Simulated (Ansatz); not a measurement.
**Geometry relaxation of Ta2N (part 3 of 3)**

The same run, continued: Ta2N (P-31m, 9 atoms in the cell); DFT PBEsol, scalar-relativistic, plane waves, PAW (Ansatz 0.2.0); cutoff 420 eV, 12×12×8 k-mesh, Fermi–Dirac smearing of 0.15 eV. The structure derives from a Materials Project entry. The run did not end well. It belongs to a series of runs on one base structure; here: elastic constants, atoms relaxed.

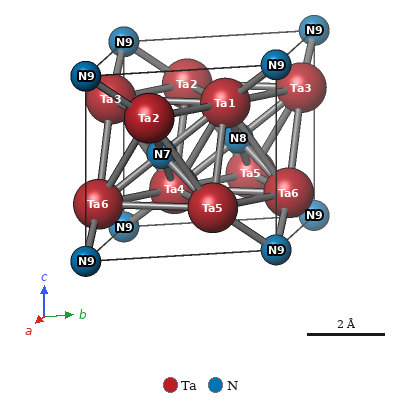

Fig. 1: The geometry at step 2 of the log (ball-and-stick view of the cell of the calculation, seen slightly off an axis; atoms are numbered from 1 in the order of the input).

Output, continued:
```
SCF iter   1: F=—  HF=-59984.044659 eV  |F-HF|=—  |Δ(HF+E_count)|=         —  Δρ=1.93e-5  dr2=6.61e-7  ethr=4.36e-9  ⟨swp⟩=9.2  Hψ=74978  notcnv=0
SCF iter   2: F=—  HF=-59984.044679 eV  |F-HF|=—  |Δ(HF+E_count)|=   2.05e-5  Δρ=8.96e-6  dr2=1.59e-7  ethr=7.11e-10  ⟨swp⟩=1.1  Hψ=22778  notcnv=0
SCF iter   3: F=—  HF=-59984.044679 eV  |F-HF|=—  |Δ(HF+E_count)|=   3.77e-8  Δρ=2.93e-6  dr2=2.77e-8  ethr=1.71e-10  ⟨swp⟩=2.2  Hψ=23076  notcnv=0
SCF iter   4: F=—  HF=-59984.044679 eV  |F-HF|=—  |Δ(HF+E_count)|=   7.91e-9  Δρ=9.02e-7  dr2=8.61e-10  ethr=2.98e-11  ⟨swp⟩=2.0  Hψ=24939  notcnv=0
SCF iter   5: F=—  HF=-59984.044679 eV  |F-HF|=—  |Δ(HF+E_count)|=  2.04e-10  Δρ=3.44e-7  dr2=1.52e-10  ethr=9.26e-13 (applied; sched 1.00e-12)  ⟨swp⟩=2.0  Hψ=27100  notcnv=0
```

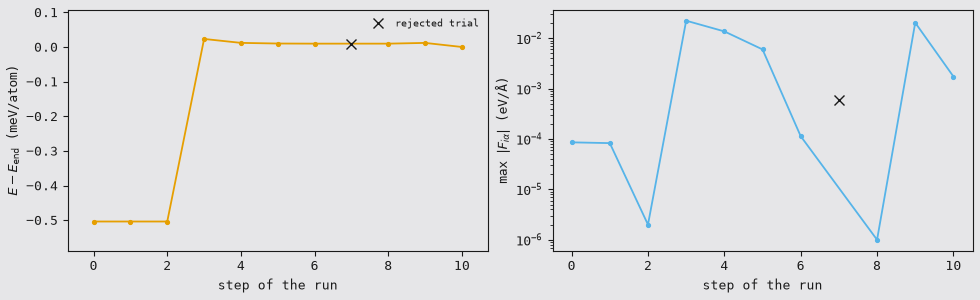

Fig. 2: Progress of the relaxation, step by step (the first geometry is step 0 here and step 1 in the log).

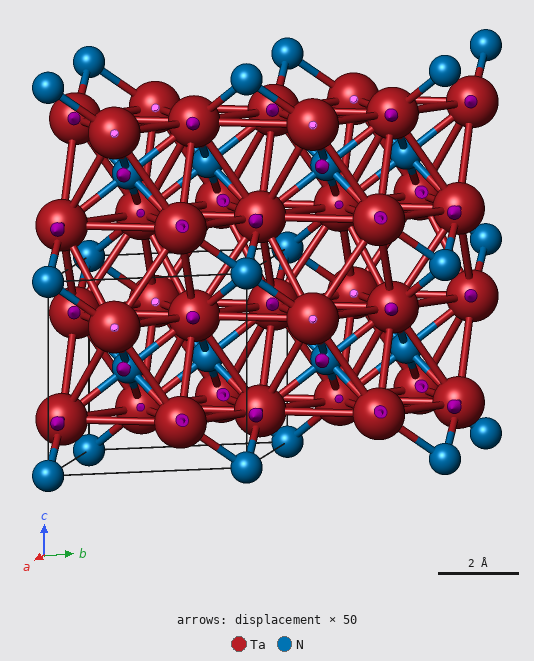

Fig. 3: The starting structure with the displacements as pink arrows, magnified 50 times (ball-and-stick view of the cell of the calculation, repeated 1 × 2 × 2, seen slightly off an axis). The run was cut off at its time limit before the relaxation converged, so the last structure is only a point on the way. After 10 geometry steps the energy has risen by 0.5 meV per atom. The line search rejected the trial step at point 7 (counted from 0) and went back. The largest move is that of Ta6, 0.018 Å. By element the largest moves are Ta 0.018 Å, N 0.013 Å. The cell stays as it was. Among the contacts that change: Ta5–Ta6 3.036 → 3.012 Å, Ta6–N9 2.133 → 2.118 Å, Ta2–N7 2.150 → 2.136 Å, Ta4–Ta6 3.036 → 3.024 Å. The space group (tolerance 0.01 Å) goes from P-31m (No. 162) to P1 (No. 1). (Atoms are counted from 1 in the order of the input.)

```
Step cancelled. What follows is not a result of the run: it is the report of the last solve that finished, which converged after 10 SCF iterations.
Free energy (F): -59984.044679 eV
Harris-Foulkes:  -59984.044679 eV  (|F-HF|=4.37e-11)
Internal energy: -59983.798784 eV  (E = F + TS)
E sigma→0 (E₀):  -59983.921731 eV
Entropy (-TS):   -0.245895 eV (-27.322 meV/atom)
Fermi energy:    19.946661 eV
--- Per-component energies (eV) ---
  E_band       = -490.837084
  E_kinetic    = 2600.942883
  E_local      = -3613.968355  (includes V_loc(G=0)·N_el)
  E_nonlocal   = 239.462623
  E_hartree    = 1246.472862
  E_xc         = -1486.200196
  E_vxc        = -1458.414591  (∫ρ·V_xc dr)
  E_paw        = -50004.639866  (= ΣΔE_a)
  E_vpaw       = -751.806622  (= ΣTr[D̂ρ^β])
  E_aug_tail   = 0.001253  (compensation charges beyond the density's cutoff)
  E_ewald      = -8967.236163
  E_core_change = 1.366175  (= ΣΔE_core)
  E_smearing   = -0.245895  (= −TS)
  E_closure    = 0.000000  (closes the sum)
  Σ components = -59984.044679   (vs F -59984.044679, Δ=0.00e0)
--- Forces (eV/Å), atoms counted from 1 ---
  atom   1  Ta    -0.00076041     0.00174498     0.00031027
  atom   2  Ta    -0.00076041    -0.00174498     0.00031027
  atom   3  Ta    -0.00117355     0.00000000     0.00139326
  atom   4  Ta     0.00076041    -0.00174498    -0.00031027
  atom   5  Ta     0.00076041     0.00174498    -0.00031027
  atom   6  Ta     0.00117355     0.00000000    -0.00139326
  atom   7  N      0.00000000    -0.00067681     0.00000000
  atom   8  N      0.00000000     0.00067681     0.00000000
  atom   9  N      0.00000000     0.00000000     0.00000000
  max |Σ_I F_I| component: 2.17e-19 eV/Å
End of that report.
Error: SIGTERM received: cancelled by the caller after 5 completed SCF iterations
```

Trajectory as extended XYZ (Å, eV, eV/Å), 11 frames, from step=1 to step=2:
```
9
Lattice="5.2641 0.0000 0.0000 -2.6321 4.5589 0.0000 0.0000 0.0000 4.9146" Properties=species:S:1:pos:R:3:forces:R:3 step=1 energy=-59984.04921
Ta    1.7557    3.0409    3.6989    0.0000   0.0000   0.0001
Ta   -0.8764    1.5179    3.6989    0.0000   0.0000   0.0001
Ta    1.7528    0.0000    3.6989   -0.0001   0.0000   0.0001
Ta    0.8764    1.5179    1.2157    0.0000   0.0000  -0.0001
Ta   -1.7557    3.0409    1.2157    0.0000   0.0000  -0.0001
Ta    3.5114    0.0000    1.2157    0.0001   0.0000  -0.0001
N     2.6321    1.5196    2.4573    0.0000   0.0000   0.0000
N     0.0000    3.0392    2.4573    0.0000   0.0000   0.0000
N     0.0000    0.0000    0.0000    0.0000   0.0000   0.0000
9
Lattice="5.2641 0.0000 0.0000 -2.6321 4.5589 0.0000 0.0000 0.0000 4.9146" Properties=species:S:1:pos:R:3:forces:R:3 step=2 energy=-59984.04921
Ta    1.7557    3.0409    3.6989    0.0000   0.0000  -0.0001
Ta   -0.8764    1.5179    3.6989    0.0000   0.0000  -0.0001
Ta    1.7528    0.0000    3.6989    0.0000   0.0000  -0.0001
Ta    0.8764    1.5179    1.2156    0.0000   0.0000   0.0001
Ta   -1.7557    3.0409    1.2156    0.0000   0.0000   0.0001
Ta    3.5114    0.0000    1.2156    0.0000   0.0000   0.0001
N     2.6321    1.5196    2.4573    0.0000   0.0000   0.0000
N     0.0000    3.0392    2.4573    0.0000   0.0000   0.0000
N     0.0000    0.0000    0.0000    0.0000   0.0000   0.0000
9
Lattice="5.2641 0.0000 0.0000 -2.6321 4.5589 0.0000 0.0000 0.0000 4.9146" Properties=species:S:1:pos:R:3:forces:R:3 step=3 energy=-59984.04921
Ta    1.7557    3.0409    3.6989    0.0000   0.0000   0.0000
Ta   -0.8764    1.5179    3.6989    0.0000   0.0000   0.0000
Ta    1.7528    0.0000    3.6989    0.0000   0.0000   0.0000
Ta    0.8764    1.5179    1.2156    0.0000   0.0000   0.0000
Ta   -1.7557    3.0409    1.2156    0.0000   0.0000   0.0000
Ta    3.5114    0.0000    1.2156    0.0000   0.0000   0.0000
N     2.6321    1.5196    2.4573    0.0000   0.0000   0.0000
N     0.0000    3.0392    2.4573    0.0000   0.0000   0.0000
N     0.0000    0.0000    0.0000    0.0000   0.0000   0.0000
9
Lattice="5.2641 0.0000 0.0000 -2.6321 4.5589 0.0000 0.0000 0.0000 4.9146" Properties=species:S:1:pos:R:3:forces:R:3 step=1 energy=-59984.04447
Ta    1.7469    3.0409    3.6989   -0.0017  -0.0058   0.0224
Ta   -0.8720    1.5179    3.6989   -0.0017   0.0058   0.0224
Ta    1.7440    0.0000    3.6989    0.0077   0.0000  -0.0110
Ta    0.8720    1.5179    1.2156    0.0017   0.0058  -0.0224
Ta   -1.7469    3.0409    1.2156    0.0017  -0.0058  -0.0224
Ta    3.4938    0.0000    1.2156   -0.0077   0.0000   0.0110
N     2.6189    1.5196    2.4573    0.0000   0.0185   0.0000
N     0.0000    3.0392    2.4573    0.0000  -0.0185   0.0000
N     0.0000    0.0000    0.0000    0.0000   0.0000   0.0000
9
Lattice="5.2641 0.0000 0.0000 -2.6321 4.5589 0.0000 0.0000 0.0000 4.9146" Properties=species:S:1:pos:R:3:forces:R:3 step=2 energy=-59984.04457
Ta    1.7464    3.0405    3.7001    0.0013  -0.0011   0.0021
Ta   -0.8725    1.5184    3.7001    0.0013   0.0011   0.0021
Ta    1.7441    0.0000    3.6981    0.0018   0.0000  -0.0059
Ta    0.8725    1.5184    1.2145   -0.0013   0.0011  -0.0021
Ta   -1.7464    3.0405    1.2145   -0.0013  -0.0011  -0.0021
Ta    3.4937    0.0000    1.2164   -0.0018   0.0000   0.0059
N     2.6189    1.5205    2.4573    0.0000   0.0137   0.0000
N     0.0000    3.0384    2.4573    0.0000  -0.0137   0.0000
N     0.0000    0.0000    0.0000    0.0000   0.0000   0.0000
9
Lattice="5.2641 0.0000 0.0000 -2.6321 4.5589 0.0000 0.0000 0.0000 4.9146" Properties=species:S:1:pos:R:3:forces:R:3 step=3 energy=-59984.04459
Ta    1.7463    3.0405    3.7004    0.0015  -0.0003  -0.0014
Ta   -0.8726    1.5184    3.7004    0.0015   0.0003  -0.0014
Ta    1.7441    0.0000    3.6976   -0.0005   0.0000   0.0008
Ta    0.8726    1.5184    1.2142   -0.0015   0.0003   0.0014
Ta   -1.7463    3.0405    1.2142   -0.0015  -0.0003   0.0014
Ta    3.4937    0.0000    1.2170    0.0005   0.0000  -0.0008
N     2.6189    1.5212    2.4573    0.0000   0.0060   0.0000
N     0.0000    3.0377    2.4573    0.0000  -0.0060   0.0000
N     0.0000    0.0000    0.0000    0.0000   0.0000   0.0000
9
Lattice="5.2641 0.0000 0.0000 -2.6321 4.5589 0.0000 0.0000 0.0000 4.9146" Properties=species:S:1:pos:R:3:forces:R:3 step=4 energy=-59984.04459
Ta    1.7464    3.0405    3.7004    0.0000  -0.0001   0.0000
Ta   -0.8725    1.5183    3.7004    0.0000   0.0001   0.0000
Ta    1.7441    0.0000    3.6975   -0.0001   0.0000   0.0000
Ta    0.8725    1.5183    1.2142    0.0000   0.0001   0.0000
Ta   -1.7464    3.0405    1.2142    0.0000  -0.0001   0.0000
Ta    3.4937    0.0000    1.2171    0.0001   0.0000   0.0000
N     2.6189    1.5215    2.4573    0.0000  -0.0001   0.0000
N     0.0000    3.0373    2.4573    0.0000   0.0001   0.0000
N     0.0000    0.0000    0.0000    0.0000   0.0000   0.0000
9
Lattice="5.2641 0.0000 0.0000 -2.6321 4.5589 0.0000 0.0000 0.0000 4.9146" Properties=species:S:1:pos:R:3:forces:R:3 step=5 energy=-59984.04459 accepted=F
Ta    1.7464    3.0405    3.7004    0.0000   0.0002  -0.0002
Ta   -0.8725    1.5184    3.7004    0.0000  -0.0002  -0.0002
Ta    1.7441    0.0000    3.6975    0.0006   0.0000   0.0001
Ta    0.8725    1.5184    1.2142    0.0000  -0.0002   0.0002
Ta   -1.7464    3.0405    1.2142    0.0000   0.0002   0.0002
Ta    3.4937    0.0000    1.2171   -0.0006   0.0000  -0.0001
N     2.6189    1.5215    2.4573    0.0000   0.0002   0.0000
N     0.0000    3.0374    2.4573    0.0000  -0.0002   0.0000
N     0.0000    0.0000    0.0000    0.0000   0.0000   0.0000
9
Lattice="5.2641 0.0000 0.0000 -2.6321 4.5589 0.0000 0.0000 0.0000 4.9146" Properties=species:S:1:pos:R:3:forces:R:3 step=6 energy=-59984.04459
Ta    1.7464    3.0405    3.7004    0.0000   0.0000   0.0000
Ta   -0.8725    1.5183    3.7004    0.0000   0.0000   0.0000
Ta    1.7441    0.0000    3.6975    0.0000   0.0000   0.0000
Ta    0.8725    1.5183    1.2142    0.0000   0.0000   0.0000
Ta   -1.7464    3.0405    1.2142    0.0000   0.0000   0.0000
Ta    3.4937    0.0000    1.2171    0.0000   0.0000   0.0000
N     2.6189    1.5215    2.4573    0.0000   0.0000   0.0000
N     0.0000    3.0374    2.4573    0.0000   0.0000   0.0000
N     0.0000    0.0000    0.0000    0.0000   0.0000   0.0000
9
Lattice="5.2641 0.0000 0.0000 -2.6321 4.5589 0.0000 0.0000 0.0000 4.9146" Properties=species:S:1:pos:R:3:forces:R:3 step=1 energy=-59984.04457
Ta    1.7645    3.0409    3.6989    0.0025   0.0059  -0.0204
Ta   -0.8808    1.5179    3.6989    0.0025  -0.0059  -0.0204
Ta    1.7615    0.0000    3.6989   -0.0059   0.0000   0.0081
Ta    0.8808    1.5179    1.2156   -0.0025  -0.0059   0.0204
Ta   -1.7645    3.0409    1.2156   -0.0025   0.0059   0.0204
Ta    3.5289    0.0000    1.2156    0.0059   0.0000  -0.0081
N     2.6452    1.5196    2.4573    0.0000  -0.0181   0.0000
N     0.0000    3.0392    2.4573    0.0000   0.0181   0.0000
N     0.0000    0.0000    0.0000    0.0000   0.0000   0.0000
9
Lattice="5.2641 0.0000 0.0000 -2.6321 4.5589 0.0000 0.0000 0.0000 4.9146" Properties=species:S:1:pos:R:3:forces:R:3 step=2 energy=-59984.04468
Ta    1.7651    3.0413    3.6976   -0.0008   0.0017   0.0003
Ta   -0.8802    1.5176    3.6976   -0.0008  -0.0017   0.0003
Ta    1.7615    0.0000    3.7001   -0.0012   0.0000   0.0014
Ta    0.8802    1.5176    1.2170    0.0008  -0.0017  -0.0003
Ta   -1.7651    3.0413    1.2170    0.0008   0.0017  -0.0003
Ta    3.5289    0.0000    1.2145    0.0012   0.0000  -0.0014
N     2.6452    1.5179    2.4573    0.0000  -0.0007   0.0000
N     0.0000    3.0410    2.4573    0.0000   0.0007   0.0000
N     0.0000    0.0000    0.0000    0.0000   0.0000   0.0000
```

The run was set up as follows.

Input file:
```yaml
crystal:
  lattice:
    - [5.2641314564, 0.0, 0.0]
    - [-2.6320657282, 4.5588715701, 0.0]
    - [0.0, 0.0, 4.914582638]
  atoms:
    - { symbol: Ta, position: [0.6670348858, 0.6670348858, 0.7526441534] }
    - { symbol: Ta, position: [0.0, 0.3329651142, 0.7526441534] }
    - { symbol: Ta, position: [0.3329651142, 0.0, 0.7526441534] }
    - { symbol: Ta, position: [0.3329651142, 0.3329651142, 0.2473558466] }
    - { symbol: Ta, position: [0.0, 0.6670348858, 0.2473558466] }
    - { symbol: Ta, position: [0.6670348858, 0.0, 0.2473558466] }
    - { symbol: "N", position: [0.6666666667, 0.3333333333, 0.5] }
    - { symbol: "N", position: [0.3333333333, 0.6666666667, 0.5] }
    - { symbol: "N", position: [0.0, 0.0, 0.0] }
basis:
  ecutwfc: 420
kpoints:
  mp_grid: { grid: [12, 12, 8] }
hamiltonian:
  xc: pbesol
scf:
  occupations: { method: fermi_dirac, width: 0.15 }
output:
  forces: true
  stress: true
  eigenvalues: true
elastic:
  mode: relaxed_ion
  amplitude: 0.005
  stencil: two_point
```

Run as:
```bash
ansatz run input.yaml --threads 2 --pin off --max-ram 6144MiB --backend cpu --events-out ev --progress --plain --runs-dir out
```

Outcome:

```tsv
quantity	value
outcome	stopped at the time limit
space group (tolerance 0.01 Å)	P-31m (162) → P1 (1)
final cell	a = 5.264 Å, b = 5.264 Å, c = 4.915 Å, α = 90.00°, β = 90.00°, γ = 120.00°
hardware	2 threads of Intel Xeon @ 2.50GHz (Skylake/Cascade Lake), 32 GiB of memory available, shared host
wall time	11 min (CPU time 22 min)
peak memory	2 GiB
```

What went wrong:

The run was cut off by its time limit, so the output is incomplete. Results for this metal are sensitive to the k-point mesh.
